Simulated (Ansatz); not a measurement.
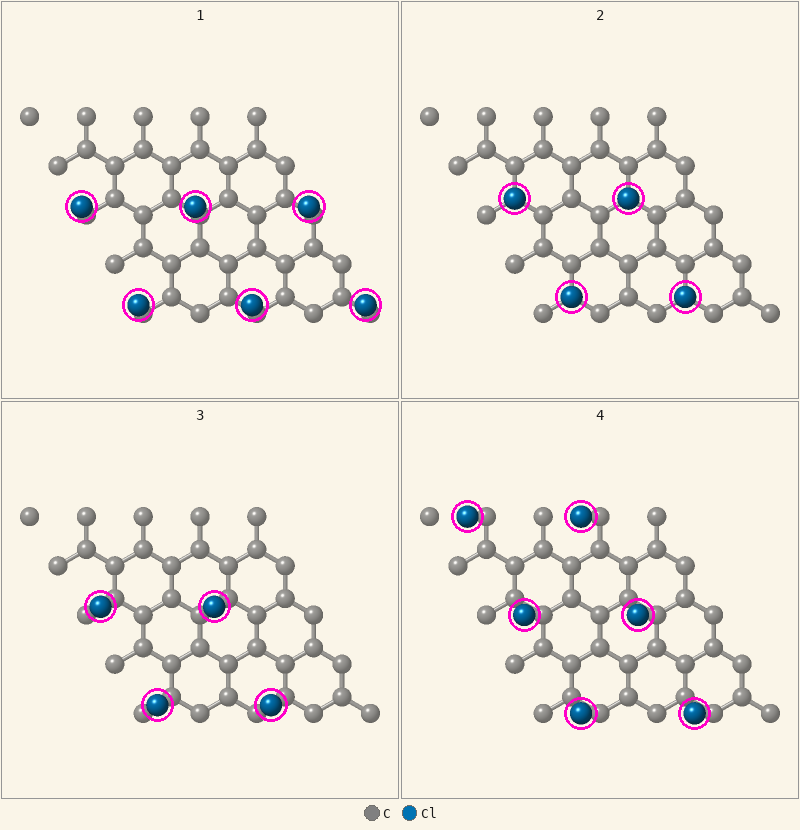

Cl on a two-dimensional sheet of C (8 atoms of substrate and one adsorbate in a 2 × 2 cell). Cl is moved over the surface cell; relaxed at each place: the height of the adsorbate's atoms; substrate rigid; the origin of the map has the adsorbate above C1. Places are given modulo a cell vector. The map is drawn in real space over the plane of the surface. The scan uses a 6 × 6 grid; 7 points were computed and 29 follow by symmetry. Places are given in fractions of the 1 × 1 surface cell. All energies are given in meV relative to the lowest grid point. All numbers below come from DFT PBE+D3(BJ), scalar-relativistic, plane waves, PAW (Ansatz 0.2.0). Settings: cutoff 420 eV, k-mesh 6×6×1, gaussian smearing 0.1 eV, spin-polarised.

The numbered pictures are structures from this grid. Rings mark the moved atoms.

Which is the most stable, and how do the others follow?

2, at the top site over a surface C atom, (4/6, 2/6) of the cell vectors: 0.0 meV; 1, at (0/6, 1/6) of the cell vectors [nearest 1 C at 2.74 Å]: 12.2 meV; 3, at a bridge site between two C atoms, (2/6, 1/6) of the cell vectors: 18.7 meV; 4, at (4/6, 0/6) of the cell vectors [nearest 2 C at 2.90 Å]: 31.0 meV.

The map, with the structures marked:

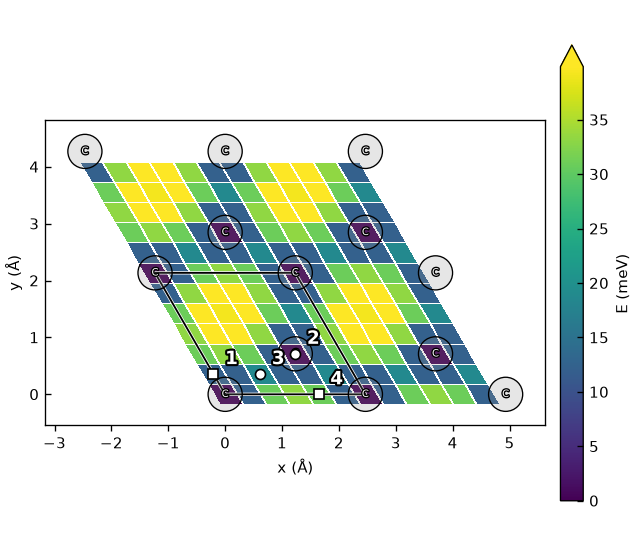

The picture shows one coloured cell a grid point, labelled circles for the atoms of the top layer, the outline of one cell of the 2 × 2 shown, one colour for all values above the top of the scale.

PAW datasets: the set soft_1.
